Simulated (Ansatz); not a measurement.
**Geometry relaxation of C₇HSi₆ (part 4 of 4)**

C₇HSi₆ (slab, 28 atoms in the cell); DFT PBE+D3(BJ), scalar-relativistic, plane waves, PAW, no spin polarisation (Ansatz 0.2.0); cutoff 420 eV, 3×3×1 k-mesh, Gaussian smearing of 0.05 eV. The structure derives from an entry of the Crystallography Open Database. The input holds or restrains some coordinates. It belongs to a series of runs on one base structure; here: 1 C2H2 a cell, upright, over a top Si site.

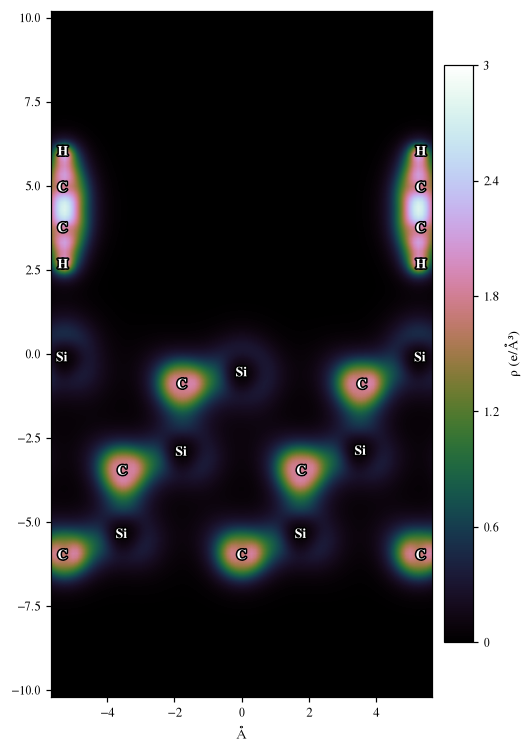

Valence electron density on the (110) plane of the calculation cell, a cut from vacuum to vacuum. The plane passes through C, Si and H nuclei. C–H (1.07 Å): the density is about 2.1 e/Å³ at the midpoint. C–C (1.21 Å): ρ at the midpoint is about 2.8 e/Å³, a local maximum along the line. Si–C (1.83 Å): ρ is about 0.96 e/Å³ halfway. Si–C (1.86 Å): ρ at the midpoint is about 0.92 e/Å³. Si–C (1.92 Å): the density is about 0.8 e/Å³ at the midpoint. The density dies away to nearly zero in the vacuum. In a PAW calculation such maps are meaningful between the atoms, not at the nuclei.

## Key numbers

- outcome: converged under the restraints of the input
- electrons treated: 106
- free energy: −11167.0460 eV
- work function, top face: 4.39 eV
- work function, bottom face: 6.73 eV
- Fermi energy: −0.654 eV
- gap on the k-point mesh: none (metallic)
- final volume: 883.45 Å³
- work function (upper face): 4.39 eV
- largest force (length of the vector) at the end, held atoms and coordinates included: 3.209 eV/Å
- wall time: 4.5 min (CPU time 8.9 min)
- peak memory: 1.2 GiB

## Remarks

Warnings of the run: the exchange-correlation potential is rough where the density is thin.
